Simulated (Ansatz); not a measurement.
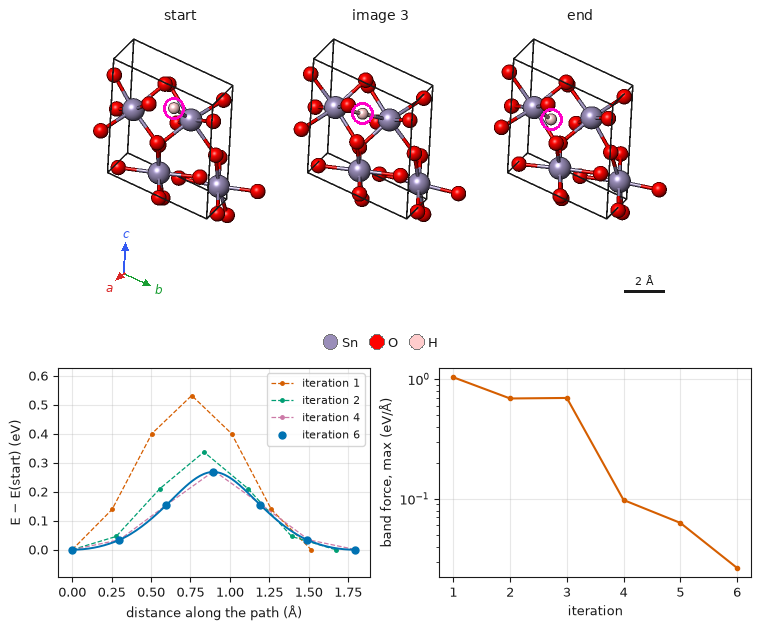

NEB run on a defect cell of composition Sn$_{4}$HO$_{8}$ (cell charge −1) (13 atoms in the cell). Images are numbered from 0 (start) to 6 (end). The plot follows the band through its iterations. The picture is a ball-and-stick view of the simulation cell (origin moved), seen slightly off an axis. The moving atom is ringed, with any periodic copies. Bonds to atoms that aren't drawn are left out.

Theory: Ansatz, DFT PBE, scalar-relativistic, plane waves, PAW.

Input
```yaml
crystal:
  lattice:
    - [0.0, 4.8271903452, -3.2381522545]
    - [0.0, -4.8271903452, -3.2381522545]
    - [-4.8271903452, 0.0, 3.2381522545]
  atoms:
    - { symbol: Sn, position: [0.2500423272, 0.7473174218, 0.4781677768] }
    - { symbol: Sn, position: [0.7499576728, 0.2470078409, 0.4780306559] }
    - { symbol: Sn, position: [0.0334350149, -0.0077298718, 0.0066366536] }
    - { symbol: Sn, position: [0.491275716, 0.5059252363, -0.0218874022] }
    - { symbol: O, position: [0.5681103978, 0.7719430334, 0.809207797] }
    - { symbol: O, position: [0.0563429859, 0.2600513222, 0.8091185634] }
    - { symbol: O, position: [0.9170911813, 0.7355976486, 0.1956917636] }
    - { symbol: O, position: [0.4792340784, 0.2971627786, 0.1951931127] }
    - { symbol: O, position: [0.4887079692, 0.1961060548, 0.6655860686] }
    - { symbol: O, position: [-0.0121875147, 0.6807941201, 0.6496757006] }
    - { symbol: O, position: [0.5433972127, 0.8129593527, 0.3374814869] }
    - { symbol: O, position: [0.0230999808, 0.3009460801, 0.3048068873] }
    - { symbol: H, position: [0.2531807582, 0.8606082137, 0.0950439538] }
total_charge: -1
basis:
  ecutwfc: 420
  xc_grid: 2
kpoints:
  mp_grid: { grid: [3, 3, 3], shift: [0.0, 0.0, 0.0] }
hamiltonian:
  xc: pbe
scf:
  occupations: { method: gaussian, width: 0.02 }
output:
  forces: true
neb:
  images: 5
  f_tol: 0.05
  max_iterations: 70
  order_check: false
  final_atoms:
    - { symbol: Sn, position: [0.2499576728, 0.7526825782, 0.5218322232] }
    - { symbol: Sn, position: [0.7500423272, 0.2529921591, 0.5219693441] }
    - { symbol: Sn, position: [0.008724284, -0.0059252363, 0.0218874022] }
    - { symbol: Sn, position: [0.4665649851, 0.5077298718, -0.0066366536] }
    - { symbol: O, position: [0.5829088187, 0.7644023514, 0.8043082364] }
    - { symbol: O, position: [0.0207659216, 0.2028372214, 0.8048068873] }
    - { symbol: O, position: [0.9318896022, 0.7280569666, 0.190792203] }
    - { symbol: O, position: [0.4436570141, 0.2399486778, 0.1908814366] }
    - { symbol: O, position: [0.4769000192, 0.1990539199, 0.6951931127] }
    - { symbol: O, position: [-0.0433972127, 0.6870406473, 0.6625185131] }
    - { symbol: O, position: [0.5121875147, 0.8192058799, 0.3503242994] }
    - { symbol: O, position: [0.0112920308, 0.3038939452, 0.3344139314] }
    - { symbol: H, position: [0.2468192418, 0.6393917863, -0.0950439538] }
```

Command:
```bash
ansatz run input.yaml --threads 4 --pin off --max-ram 10240MiB --backend cpu --events-out ev --progress --plain --runs-dir out
```

How did the profile develop, and is the result final?

The run is converged, with reservations. The band converged in 6 iterations. The largest component of the band force went from 1 to 0.027 eV/Å. The climbing image converged on the top of the path. Its curvatures weren't checked. The first iteration put the highest image at 0.532 eV. The two ends have the same energy, and the highest point, image 3, lies 0.268 eV above the start.

Limits of the set-up: the periodic images lie only 5.8 Å apart, so the values are limited by the cell's size; the cell is charged, on a uniform background, and energies carry no finite-size correction.
